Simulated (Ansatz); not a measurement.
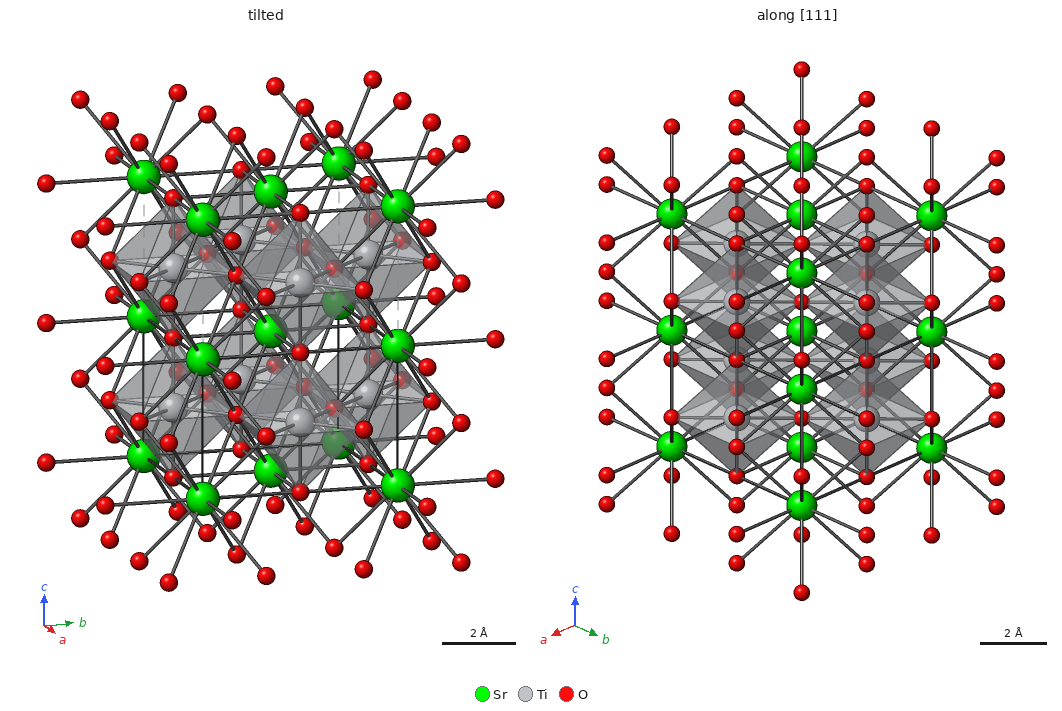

An orthographic polyhedral view of the structure, slightly off an axis and along [111]. One conventional unit cell is drawn solid; the view covers 1×1×2 cells. A few atoms beyond the faces are included. Cell: a = 5.540 Å, b = 5.624 Å, c = 3.947 Å, α = 90.00°, β = 90.00°, γ = 90.00°.

Describe this structure.

Its composition is SrTiO3. The atoms follow space group Cmmm (No. 65); the Bravais lattice is base-centred orthorhombic. In the cell are 2 Sr, 2 Ti, 6 O, which makes 2 formula units. The polyhedra are TiO6 octahedra; they share corners. Sr bonds to twelve O in a cuboctahedral arrangement at about 2.8 Å. Ti is coordinated by six O in an octahedral arrangement at about 2.0 Å. O bonds to four Sr and two Ti in a distorted octahedral arrangement (about 2.8 Å to Sr, 2.0 Å to Ti). The bonds build a three-dimensional framework.

The model was built from a structure listed in the Materials Project. The cell was then strained or its atoms displaced on purpose. A calculation with Ansatz used it as input.
